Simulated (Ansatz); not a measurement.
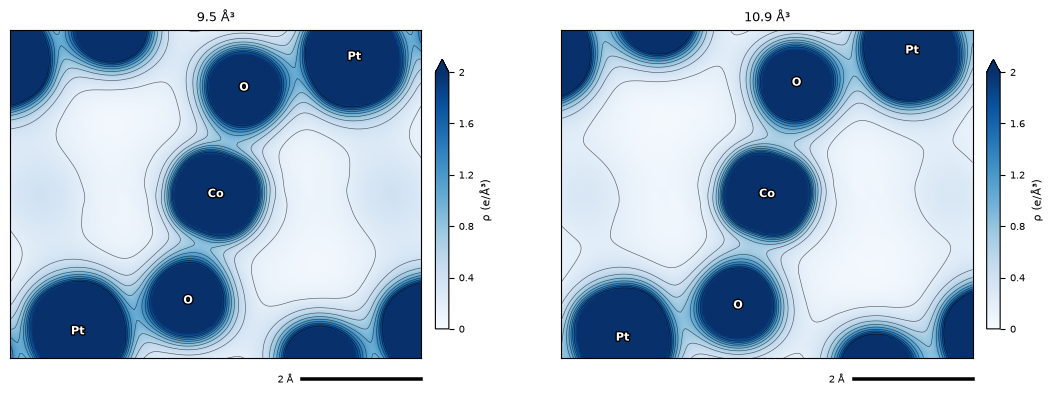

CoPtO2. The valence charge density (pseudo) of cells scaled evenly to different volumes (given per atom above each panel), on the (101̄) plane of each (indices in the axes of the cell below), at one length scale and on one colour scale.

A structure from a database of computed crystals, not necessarily the ambient phase; computed without spin polarisation.

These are results of DFT PBEsol, scalar-relativistic, plane waves, PAW (Ansatz), not measurements.

The largest cell:

```
Co Pt O
1.0
     2.89449    0.00000    0.00000
    -1.44724    0.83557    5.98736
     1.44724   -2.50670    0.00000
Co Pt O
1 1 2
Direct
  0.50000 0.50000 0.50000
  0.00000 0.00000 0.00000
  0.88776 0.66329 0.88776
  0.11224 0.33671 0.11224
```

| volume (Å³/atom) | Co–O contact in the plane (Å) | ρ at its midpoint (e/Å³) | pressure (GPa) | 
| --- | --- | --- | --- |
| 9.49 | 1.851 | 0.840 | 20.7 | 
| 10.39 | 1.908 | ? | ? | 
| 10.86 | 1.936 | 0.683 | −16.3 | 

### What values belong in the row with question marks?

Over the known rows ln ρ falls by 2.43 per Å of Co–O distance (the line through the two), which gives 0.731 e/Å³ at 1.908 Å; the calculation gives 0.733 e/Å³. For the pressure, a straight line in volume between the neighbouring rows gives −3.6 GPa; the calculation gives −6.7, lower because pressure rises ever faster on compression.
